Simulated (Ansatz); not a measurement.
## Electronic structure of SnO$_{2}$ in real space

Input file:

```
crystal:
  lattice:
    - [-1.9861130365, 1.9861130365, 5.0901677903]
    - [1.9861130365, -1.9861130365, 5.0901677903]
    - [1.9861130365, 1.9861130365, -5.0901677903]
  atoms:
    - { symbol: Sn, position: [0.768625363, 0.25, 0.518625363] }
    - { symbol: Sn, position: [-0.018625363, 0.0, -0.018625363] }
    - { symbol: O, position: [0.8253192343, 0.7969975834, 0.0283216509] }
    - { symbol: O, position: [0.9246807657, 0.4530024166, 0.4716783491] }
    - { symbol: O, position: [0.2138323106, 0.2030024166, 0.010829894] }
    - { symbol: O, position: [0.5361676894, 0.0469975834, 0.489170106] }
basis:
  ecutwfc: 420
kpoints:
  mp_grid: { grid: [10, 10, 10] }
hamiltonian:
  xc: lda
scf:
  occupations: { method: gaussian, width: 0.05 }
output:
  forces: true
  stress: true
  eigenvalues: true
  write_density: true
  write_potential: true
  elf: true
  volumetric_format: npy
```

Command:

```sh
ansatz run input.yaml --threads 2 --pin off --max-ram 5120MiB --backend cpu --events-out ev --progress --plain --runs-dir out
```

Below, planes, directions and counts refer to the conventional cell (a = 10.93 Å, b = 3.97 Å, c = 3.97 Å, α = 90.00°, β = 111.32°, γ = 90.00°).

Space group C2/m; a structure from a database of computed crystals, not necessarily the ambient phase; not relaxed (largest force 0.7 eV/Å).

These are results of DFT LDA, scalar-relativistic, plane waves, PAW (Ansatz 0.2.0), not measurements.

In a PAW calculation such maps are meaningful between the atoms, not at the nuclei.

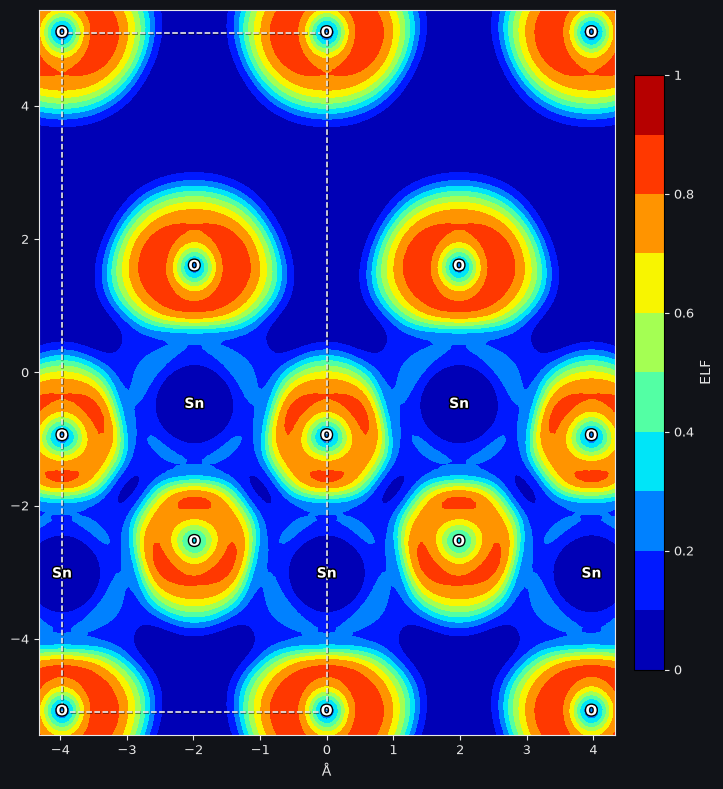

Figure 1. ELF on the (101̄) plane of the conventional cell.

Question: Describe what can be read from this map.

Answer: The plane passes through Sn and O nuclei.
Sn–O (2.07 Å): the ELF peaks at about 0.80 in the valence shell of O, 0.6 Å from its nucleus, and is about 0.25 at the midpoint; no localised pair shows between them.
The ELF also peaks beside O, away from the bonds: lone-pair regions.

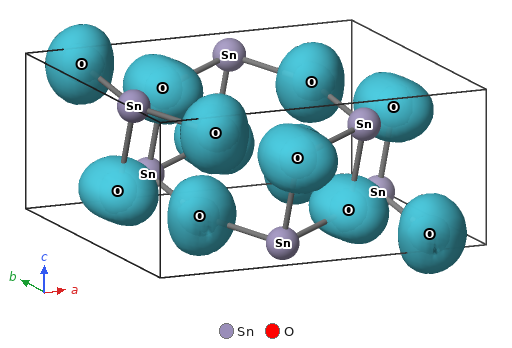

Figure 2. Isosurface of the electron localisation function at 0.75 (cyan), seen at an oblique angle. Only the valence region is drawn (cores and ρ < 0.01 e/Å³ removed). Sticks mark near contacts.

Question: What do the ELF domains correspond to?

Answer: At this value the surface marks out eight regions wrapped around O (the valence shell of each), counted in one cell of 12 atoms. Regions shared between cells count once.


Sn–O (2.01 Å): the ELF peaks at about 0.80 in the valence shell of O, 0.6 Å from its nucleus, and is about 0.25 at the midpoint (no localised pair shows between them).

Question: Metal or insulator at this level of theory?

Answer: It is gapped, with a Kohn–Sham gap of 1.6 eV on the k-point mesh, an upper bound to the gap of this method.
